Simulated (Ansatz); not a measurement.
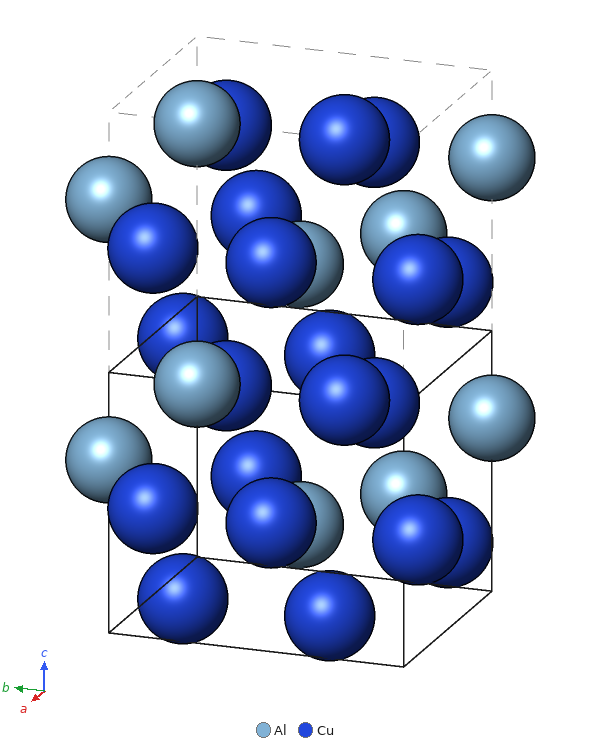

View from a general direction, drawn as a spheres-only model. One conventional unit cell is drawn solid; the view covers 1×1×2 cells. Cell: a = 4.176 Å, b = 5.118 Å, c = 4.473 Å, α = 90.00°, β = 90.00°, γ = 90.00°.

The stoichiometry is AlCu3. It takes space group Pmmn (No. 59) on a primitive orthorhombic lattice. Content of the cell: 2 Al, 6 Cu (Z = 2). The neighbours of Al are twelve Cu in an anticuboctahedral arrangement at about 2.6 Å. The Cu atoms are each bonded to eight Cu and four Al in an anticuboctahedral arrangement (about 2.6 Å to Cu, 2.6 Å to Al).

It goes back to a structure listed in the Materials Project. Earlier steps of the study, as a rule a relaxation of our own, may have changed the cell and positions, so they can lie some per cent off the listed ones. It went into a calculation with Ansatz.
